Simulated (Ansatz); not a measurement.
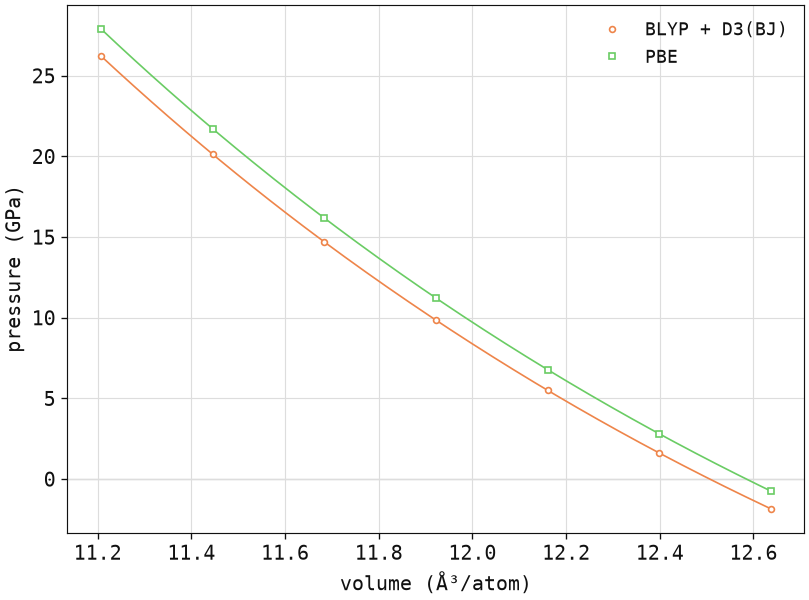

The figure shows the pressure against volume, with one curve for each functional, for SnO₂ (space group P4_2/mnm).

How it was computed, with Ansatz 0.2.0: plane-wave DFT, no spin polarisation; energies at scaled volumes of the given cell, shape and fractions fixed, counted from the fit's minimum, third-order Birch-Murnaghan fit. All runs: no spin polarisation.

```tsv
setting	value
k mesh	6×6×8
occupations	Fermi–Dirac
smearing width	0.05 eV
```

Settings that differ: BLYP + D3(BJ): density cutoff 1680 eV, wave cutoff 420 eV, potentials Ansatz PAW; PBE: density cutoff 4960 eV, wave cutoff 1240 eV, potentials Ansatz NC.

Question: Order the curves by fitted equilibrium volume, smallest first.

Answer: BLYP + D3(BJ) 12.506, PBE 12.585 Å³/atom.

Question: For BLYP + D3(BJ): what does the pressure do across the range?

Answer: It falls from 26.23 GPa at volume 11.21 Å³/atom to −1.85 GPa at 12.64 Å³/atom, and changes sign near 12.51 Å³/atom.

Question: For PBE: how does the pressure vary with volume?

Answer: It falls from 27.91 GPa at volume 11.21 Å³/atom to −0.75 GPa at 12.64 Å³/atom, and changes sign near 12.59 Å³/atom.

Keep in mind: the functional was run on potentials made for another functional (BLYP + D3(BJ)); shape and atomic fractions are frozen while scaling, which makes layered, chain and framework solids too stiff.
